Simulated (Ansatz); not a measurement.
# What a change does: single-point calculation on Pt

System: Pt (P6₃/mmc, 2 atoms in the cell).
Method of the first run: DFT, PBE, plane waves (420 eV) with PAW, scalar-relativistic, spin-polarised (Ansatz 0.2.0).

Text and figures count atoms from 1; the logs count them from 0 in places.

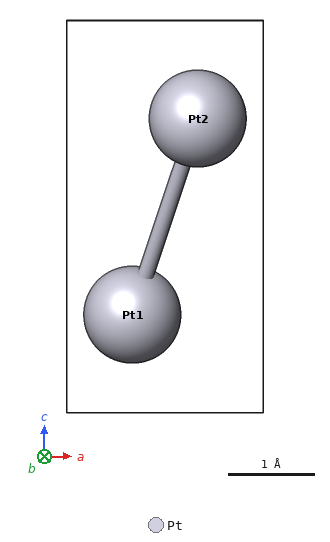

Figure 1. The input geometry (ball-and-stick view of the cell of the calculation, along the b axis; atoms are numbered from 1 in the order of the input). Near neighbours in the crystal (not all of them lie inside the picture): Pt has 12 Pt at 2.64 to 2.75 Å.

Input, the first run:
```yaml
crystal:
  lattice:
    - [2.6446684373, 0.0, 0.0]
    - [-1.3223342186, 2.2903500513, 0.0]
    - [0.0, 0.0, 4.5772945432]
  atoms:
    - { symbol: Pt, position: [0.3333333333, 0.6666666667, 0.25], spin: 1.0 }
    - { symbol: Pt, position: [0.6666666667, 0.3333333333, 0.75], spin: 1.0 }
hamiltonian:
  xc: pbe
  pseudopotentials:
    kind: paw
    azcp:
      Pt: "pseudopotentials/Pt.paw.azcp"
basis:
  ecutwfc: 420
  fft_grid_basis: typed
kpoints:
  mp_grid: { grid: [21, 21, 11], shift: [0, 0, 0] }
magnetization:
  spin_polarized: true
scf:
  occupations: { method: fermi_dirac, width: 0.05 }
output:
  stress: true
```

Hardware: 2 threads of an x86-64 CPU, shared host.

Output, shortened to warnings, some set-up lines, iterations and results (the first run):
```
WARN: the starting moments were not kept: the SCF closed with an absolute magnetisation of 4.3e-6 μB, where they sum to 2 μB in size (2 sites). That is at most 0.1 of that sum. Measured as dr2_m measures the in/out step, that magnetisation stands 4.9e-12 eV from none, at or under the dr2_threshold of 1.0e-7 eV: it is no larger than a step whose dr2_m would equal this threshold. The system may …
Basis set: ecut = 420 eV, 549 PW (Γ)
Symmetry: 24 space group operations
k-points: 288 of 4851
Initial density: superposition of atomic densities (chi_scale 0.1, normalization cell)
[...]
SCF iter   1: F=—  HF=-25045.972314 eV  |F-HF|=—  |Δ(HF+E_count)|=         —  Δρ=7.48e-2 (↑7.48e-2 ↓3.49e-2)  dr2=1.54e0  dr2_m=4.59e-1  M=0.318 μB ∫|m|=0.318 μB  β_m=0.30  …
SCF iter   2: F=—  HF=-25045.703108 eV  |F-HF|=—  |Δ(HF+E_count)|=   2.69e-1  Δρ=5.46e-2 (↑5.46e-2 ↓2.62e-2)  dr2=7.91e-1  dr2_m=2.52e-1  M=0.251 μB ∫|m|=0.251 μB  β_m=0.65  …
SCF iter   3: F=—  HF=-25045.480127 eV  |F-HF|=—  |Δ(HF+E_count)|=   2.23e-1  Δρ=5.48e-3 (↑5.01e-3 ↓5.48e-3)  dr2=7.87e-3  dr2_m=2.40e-3  M=0.035 μB ∫|m|=0.039 μB  β_m=0.82  …
SCF iter   4: F=—  HF=-25045.475668 eV  |F-HF|=—  |Δ(HF+E_count)|=   4.46e-3  Δρ=7.03e-4 (↑7.03e-4 ↓3.96e-4)  dr2=2.71e-4  dr2_m=1.48e-5  M=0.003 μB ∫|m|=0.005 μB  β_m=0.84  …
SCF iter   5: F=—  HF=-25045.475445 eV  |F-HF|=—  |Δ(HF+E_count)|=   2.23e-4  Δρ=2.25e-4 (↑2.16e-4 ↓2.25e-4)  dr2=2.36e-5  dr2_m=2.29e-6  M=0.001 μB ∫|m|=0.002 μB  β_m=0.92  …
SCF iter   6: F=—  HF=-25045.475464 eV  |F-HF|=—  |Δ(HF+E_count)|=   1.90e-5  Δρ=3.74e-5 (↑3.53e-5 ↓3.74e-5)  dr2=8.90e-7  dr2_m=4.06e-9  M=0.000 μB ∫|m|=0.000 μB  β_m=0.96  …
SCF iter   7: F=—  HF=-25045.475465 eV  |F-HF|=—  |Δ(HF+E_count)|=   1.21e-7  Δρ=6.98e-6 (↑6.98e-6 ↓6.81e-6)  dr2=3.61e-8  dr2_m=2.49e-10  M=-0.000 μB ∫|m|=0.000 μB  β_m=0.98 …
SCF iter   8: F=—  HF=-25045.475465 eV  |F-HF|=—  |Δ(HF+E_count)|=   7.76e-9  Δρ=1.66e-6 (↑1.31e-6 ↓1.66e-6)  dr2=1.24e-9  dr2_m=5.33e-11  M=-0.000 μB ∫|m|=0.000 μB  β_m=0.99 …
SCF iter   9: F=-25045.475465 eV  HF=-25045.475465 eV  |F-HF|=2.18e-11  |Δ(HF+E_count)|=  1.67e-10  Δρ=3.00e-7 (↑3.00e-7 ↓2.12e-7)  dr2=4.53e-11  dr2_m=2.24e-12  M=-0.000 μB …
SCF 1 converged in 9 iterations: F = -25045.475465 eV  dr2 = 4.53e-11
WARN: the starting moments were not kept: the SCF closed with an absolute magnetisation of 4.3e-6 μB, where they sum to 2 μB in size (2 sites). That is at most 0.1 of that sum. Measured as dr2_m measures the in/out step, that magnetisation stands 4.9e-12 eV from none, at or under the dr2_threshold …
SCF converged after 9 iterations
Magnetization: -0.0000 μB (18.0000 up, 18.0000 down)
Absolute magnetization: 0.0000 μB (∫|ρ↑−ρ↓|, with the PAW one-centre terms)
Spin contamination: 0.0000 ħ² per cell (⟨S²⟩ above its minimum at these occupations)
Per-site moments (μB) at R_I (Å): [(-1.9790443003502873e-6, 1.0909257303889428), (-1.9790443003134706e-6, 1.0909257303889428)]
Free energy (F): -25045.475465 eV
Harris-Foulkes:  -25045.475465 eV  (|F-HF|=2.18e-11)
Internal energy: -25045.451788 eV  (E = F + TS)
E sigma→0 (E₀):  -25045.463626 eV
Entropy (-TS):   -0.023677 eV (-11.838 meV/atom)
Fermi energy:    26.107176 eV
--- Per-component energies (eV) ---
  E_band       = -173.610396
  E_kinetic    = 1284.931222
  E_local      = -2705.894382  (includes V_loc(G=0)·N_el)
  E_nonlocal   = 400.016033
  E_hartree    = 1018.140347
  E_xc         = -527.222936
  E_vxc        = -610.663208  (∫ρ·V_xc dr)
  E_paw        = -18908.908748  (= ΣΔE_a)
  E_vpaw       = -578.280839  (= ΣTr[D̂ρ^β])
[...]
```

For the second run the input was changed thus:
```diff
-    - [2.6446684373, 0.0, 0.0]
-    - [-1.3223342186, 2.2903500513, 0.0]
-    - [0.0, 0.0, 4.5772945432]
+    - [2.8660450705, 0.0, 0.0]
+    - [-1.4330225352, 2.4820678394, 0.0]
+    - [0.0, 0.0, 4.9604450511]
```

Predict how the results change.

With the same functional and potentials, the second run lies 93.0 meV per atom lower. The pressure goes from 44.09 to −20.14 GPa. The volume per atom goes from 13.86 to 17.64 Å³. The plane waves at Γ go from 549 to 713.

Output, shortened to warnings, some set-up lines, iterations and results (the second run):
```
WARN: the starting moments were not kept: the SCF closed with an absolute magnetisation of 8.4e-6 μB, where they sum to 2 μB in size (2 sites). That is at most 0.1 of that sum. Measured as dr2_m measures the in/out step, that magnetisation stands 1.7e-11 eV from none, at or under the dr2_threshold of 1.0e-7 eV: it is no larger than a step whose dr2_m would equal this threshold. The system may …
Basis set: ecut = 420 eV, 713 PW (Γ)
Symmetry: 24 space group operations
k-points: 288 of 4851
Initial density: superposition of atomic densities (chi_scale 0.1, normalization cell)
[...]
SCF iter   1: F=—  HF=-25045.790774 eV  |F-HF|=—  |Δ(HF+E_count)|=         —  Δρ=5.52e-2 (↑5.52e-2 ↓2.45e-2)  dr2=1.65e0  dr2_m=2.37e-1  M=0.699 μB ∫|m|=0.699 μB  β_m=0.30  …
SCF iter   2: F=—  HF=-25045.731515 eV  |F-HF|=—  |Δ(HF+E_count)|=   5.93e-2  Δρ=4.12e-2 (↑4.12e-2 ↓1.84e-2)  dr2=8.57e-1  dr2_m=1.42e-1  M=0.607 μB ∫|m|=0.609 μB  β_m=0.65  …
SCF iter   3: F=—  HF=-25045.664130 eV  |F-HF|=—  |Δ(HF+E_count)|=   6.74e-2  Δρ=7.82e-3 (↑6.91e-3 ↓7.82e-3)  dr2=1.25e-2  dr2_m=1.10e-2  M=0.245 μB ∫|m|=0.264 μB  β_m=0.82  …
SCF iter   4: F=—  HF=-25045.662339 eV  |F-HF|=—  |Δ(HF+E_count)|=   1.79e-3  Δρ=2.53e-3 (↑2.53e-3 ↓1.63e-3)  dr2=9.14e-4  dr2_m=1.14e-3  M=0.083 μB ∫|m|=0.094 μB  β_m=0.91  …
SCF iter   5: F=—  HF=-25045.661419 eV  |F-HF|=—  |Δ(HF+E_count)|=   9.20e-4  Δρ=1.33e-3 (↑7.85e-4 ↓1.33e-3)  dr2=1.52e-4  dr2_m=3.44e-4  M=0.046 μB ∫|m|=0.052 μB  β_m=0.96  …
SCF iter   6: F=—  HF=-25045.661407 eV  |F-HF|=—  |Δ(HF+E_count)|=   1.18e-5  Δρ=1.40e-4 (↑1.31e-4 ↓1.40e-4)  dr2=1.07e-5  dr2_m=2.07e-7  M=0.001 μB ∫|m|=0.001 μB  β_m=0.98  …
SCF iter   7: F=—  HF=-25045.661440 eV  |F-HF|=—  |Δ(HF+E_count)|=   3.22e-5  Δρ=5.37e-5 (↑5.37e-5 ↓3.95e-5)  dr2=4.41e-7  dr2_m=5.42e-7  M=0.002 μB ∫|m|=0.002 μB  β_m=0.99  …
SCF iter   8: F=—  HF=-25045.661440 eV  |F-HF|=—  |Δ(HF+E_count)|=   4.23e-7  Δρ=6.16e-6 (↑4.98e-6 ↓6.16e-6)  dr2=3.61e-8  dr2_m=8.38e-10  M=0.000 μB ∫|m|=0.000 μB  β_m=0.99  …
SCF iter   9: F=—  HF=-25045.661440 eV  |F-HF|=—  |Δ(HF+E_count)|=   1.64e-8  Δρ=1.64e-6 (↑1.18e-6 ↓1.64e-6)  dr2=1.77e-9  dr2_m=1.67e-10  M=0.000 μB ∫|m|=0.000 μB  β_m=1.00  …
SCF iter  10: F=-25045.661440 eV  HF=-25045.661440 eV  |F-HF|=9.46e-11  |Δ(HF+E_count)|=  3.60e-10  Δρ=4.61e-7 (↑3.77e-7 ↓4.61e-7)  dr2=1.54e-10  dr2_m=1.63e-12  M=-0.000 μB …
SCF 1 converged in 10 iterations: F = -25045.661440 eV  dr2 = 1.54e-10
SCF iter   1: F=—  HF=-25045.661440 eV  |F-HF|=—  |Δ(HF+E_count)|=         —  Δρ=4.60e-7 (↑3.77e-7 ↓4.60e-7)  dr2=1.54e-10  dr2_m=1.61e-12  M=-0.000 μB ∫|m|=0.000 μB  …
SCF iter   2: F=—  HF=-25045.653195 eV  |F-HF|=—  |Δ(HF+E_count)|=   8.25e-3  Δρ=4.09e-3 (↑4.09e-3 ↓4.00e-3)  dr2=9.88e-4  dr2_m=4.78e-3  M=0.565 μB ∫|m|=0.595 μB  …
SCF iter   3: F=—  HF=-25045.661466 eV  |F-HF|=—  |Δ(HF+E_count)|=   8.27e-3  Δρ=3.84e-4 (↑3.47e-4 ↓3.84e-4)  dr2=1.00e-4  dr2_m=2.90e-6  M=0.014 μB ∫|m|=0.016 μB  …
an SCF towards Hund's moment on open shells that bore less, with the run's symmetry operations kept, reached no lower state that the run goes on to. This is no proof of a minimum
WARN: the starting moments were not kept: the SCF closed with an absolute magnetisation of 8.4e-6 μB, where they sum to 2 μB in size (2 sites). That is at most 0.1 of that sum. Measured as dr2_m measures the in/out step, that magnetisation stands 1.7e-11 eV from none, at or under the dr2_threshold …
SCF converged after 10 iterations
Magnetization: -0.0000 μB (18.0000 up, 18.0000 down)
Absolute magnetization: 0.0000 μB (∫|ρ↑−ρ↓|, with the PAW one-centre terms)
Spin contamination: 0.0000 ħ² per cell (⟨S²⟩ above its minimum at these occupations)
Per-site moments (μB) at R_I (Å): [(-3.8886539023563014e-6, 1.1822435915707323), (-3.888653902553212e-6, 1.1822435915707323)]
Free energy (F): -25045.661440 eV
Harris-Foulkes:  -25045.661440 eV  (|F-HF|=9.46e-11)
Internal energy: -25045.625335 eV  (E = F + TS)
E sigma→0 (E₀):  -25045.643388 eV
Entropy (-TS):   -0.036105 eV (-18.052 meV/atom)
Fermi energy:    18.883150 eV
--- Per-component energies (eV) ---
  E_band       = -393.641466
  E_kinetic    = 1267.354542
  E_local      = -3340.196058  (includes V_loc(G=0)·N_el)
  E_nonlocal   = 400.289207
[...]
```

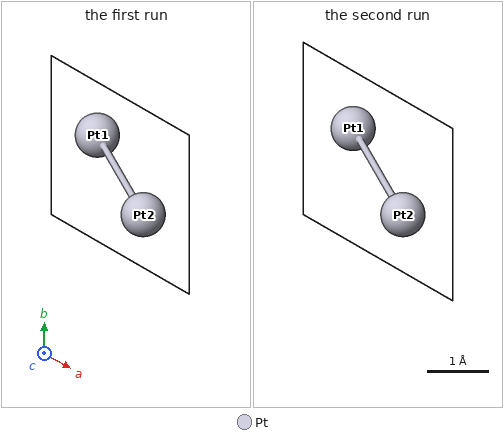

Figure 2. The two input geometries at one scale (ball-and-stick view of the cell of the calculation, along the c axis). The atoms keep their places relative to the cell (all moves are under 0.005 Å). The drawn cell changes as follows: a = b 2.645 → 2.866 Å (+8.4 %), c 4.577 → 4.960 Å (+8.4 %); the volume changes by +27.3 %. Among the contacts that change: Pt1–Pt2 2.751 → 2.982 Å, Pt1–Pt1 2.645 → 2.866 Å.

The two runs side by side:

| quantity | the first run | the second run |
| --- | --- | --- |
| outcome | converged | converged |
| free energy per atom (eV) | −12522.7377 | −12522.8307 |
| energy per atom, smearing taken to zero (eV) | −12522.7318 | −12522.8217 |
| net moment of the cell (μB) | 0.00 | 0.00 |
| absolute moment of the cell (μB) | 0.00 | 0.00 |
| pressure (GPa) | 44.09 | −20.14 |
| volume per atom (Å³) | 13.86 | 17.64 |
| SCF iterations | 9 | – |
| irreducible k-points | 288 | 288 |
| plane waves at Γ | 549 | 713 |
| wall time (shared host) | 3.3 s | 12 s |

For both runs: Warnings: some starting moments were not kept. Spin–orbit coupling is left out, which matters for Pt. For the first run: The cell is under a pressure of 44 GPa at this level, so it is not at its equilibrium volume. For the second run: The cell is under a tension of 20 GPa at this level, so it is not at its equilibrium volume.
